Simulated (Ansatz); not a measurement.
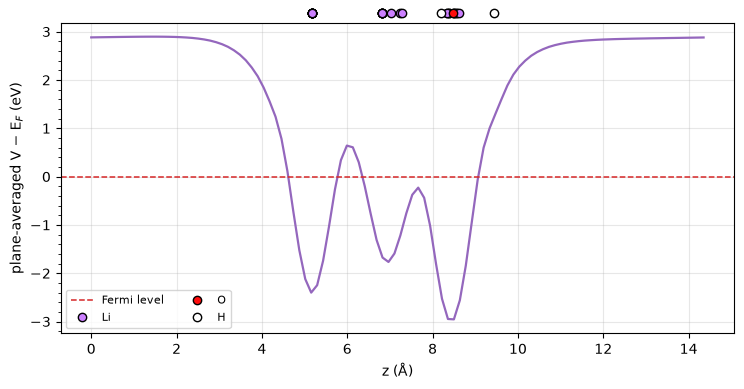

The picture shows: Li27H2O (slab). Plane average of the electrostatic potential (local pseudopotential plus Hartree) felt by an electron across the slab. Circles mark the heights of the atoms.

Computed without spin polarisation.

Computed with DFT PBE-D3(BJ), scalar-relativistic, plane waves, PAW in Ansatz.

In a PAW calculation such maps are meaningful between the atoms, not at the nuclei.

```
CELL_PARAMETERS angstrom
10.47000 0.00000 0.00000
0.00000 10.47000 0.00000
0.00000 0.00000 14.49000
ATOMIC_POSITIONS crystal
Li 0.00000 0.00000 0.06901
Li 0.33333 0.00000 0.06901
Li 0.66667 0.00000 0.06901
Li 0.00000 0.33333 0.06901
Li 0.33333 0.33333 0.06901
Li 0.66667 0.33333 0.06901
Li 0.00000 0.66667 0.06901
Li 0.33333 0.66667 0.06901
Li 0.66667 0.66667 0.06901
Li 0.16666 0.19514 0.21013
Li 0.50851 0.16899 0.18161
Li 0.82483 0.16900 0.18161
Li 0.16665 0.50128 0.21475
Li 0.51060 0.50666 0.18221
Li 0.82275 0.50666 0.18222
Li 0.16668 0.80769 0.19640
Li 0.50837 0.82828 0.18155
Li 0.82497 0.82828 0.18156
Li 0.98340 0.99588 0.28951
Li 0.34993 0.99588 0.28951
Li 0.66667 0.99770 0.30239
Li 0.98425 0.34007 0.28749
Li 0.34906 0.34009 0.28745
Li 0.66666 0.33790 0.30202
Li 0.99211 0.67560 0.29881
Li 0.34124 0.67558 0.29880
Li 0.66665 0.66775 0.30589
O 0.16666 0.34508 0.29596
H 0.16668 0.66199 0.27765
H 0.16669 0.34026 0.36324
```

> How far below the vacuum level is the Fermi level?

The potential is flat in the vacuum, 2.9 eV above the Fermi level; this is the work function, the same on both faces.

> How thick is the slab, and how wide the vacuum?

The outermost nuclei are 4.3 Å apart, in 4 atomic planes; the vacuum between periodic images is 10.2 Å wide.
